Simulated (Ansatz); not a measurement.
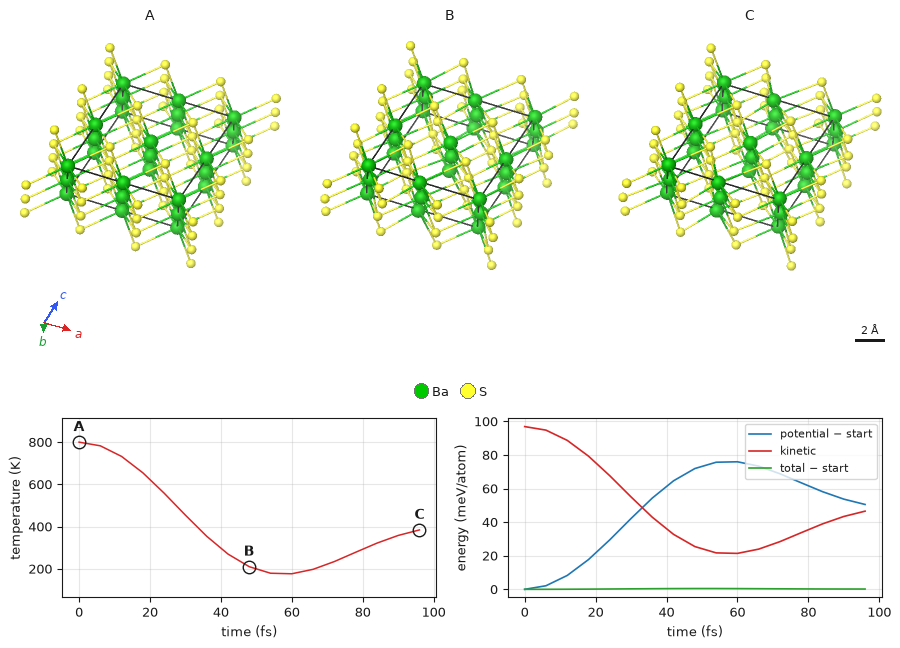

A Born-Oppenheimer molecular dynamics run of a 16-atom cell of BaS (set up in Fm-3m), 96 fs long. Frames (A at 0 fs, B at 48 fs, C at 96 fs) and the history of the run. The picture is a ball-and-stick view of the reduced simulation cell, seen from a free direction. Bonds to atoms that aren't drawn are left out. Lengths and directions refer to the drawn axes.

Method: DFT PBEsol, scalar-relativistic, plane waves, PAW in Ansatz. Run with plane-wave cutoff 420 eV; k-point mesh 2 × 2 × 2; Fermi-Dirac smearing 0.0689 eV; volume 1.02 times that of the relaxed crystal; constant energy (NVE); velocities drawn for 800 K; time step 6 fs.

Describe the run.

Over the second half the temperature averages 260 K (spread ±74 K). The first frame carries almost no forces, so kinetic energy first flows into potential energy: the temperature drops from 800 to 177 K within 60 fs, and without a thermostat its mean stays below the start. The potential energy is still drifting at the end, so the run hasn't reached equilibrium. The potential energy in the second half lies on average 65.8 meV per atom above the first frame. The mean pressure there is −0.8 GPa. Root-mean-square distances from the starting positions over the second half, with the common drift of all atoms taken out: S 0.22 Å, Ba 0.20 Å. The run lasts only 96 fs, too short to tell vibration from diffusion. The time step of 6 fs is long for the fastest vibrations here (lightest element sulfur).

Cost: 80 s on 4 threads of Intel(R) Xeon(R) Platinum 8175M CPU @ 2.50GHz (Skylake/Cascade Lake) (shared host), peak memory 1.3 GiB.
